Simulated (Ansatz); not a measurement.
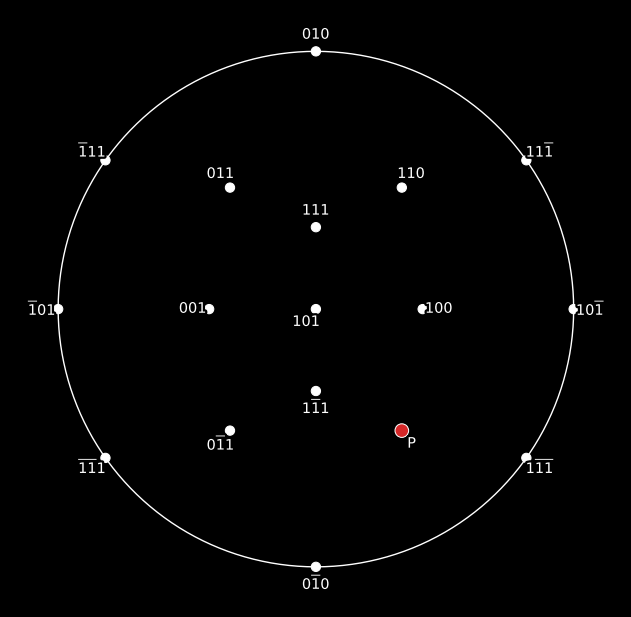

Stereographic projection of plane normals (upper hemisphere) centred on (1 0 1). Crystal: AlSb, the end point of a relaxation with DFT LDA, scalar-relativistic, plane waves, PAW in Ansatz 0.2.0. Symmetry computed with spglib at a tolerance of 0.002 Å; standard conventional cell.

a = 6.108 Å, b = 6.108 Å, c = 6.108 Å, α = 90.00°, β = 90.00°, γ = 90.00°.

**Index the pole marked P.**

P is (1 −1 0), 60.0° from the centre.

**What is the angle between the normals of (1 0 0) and (−1 1 1), and what are their d_hkl = 1/|g|?**

125.3°; d = 6.108 Å and 3.526 Å.
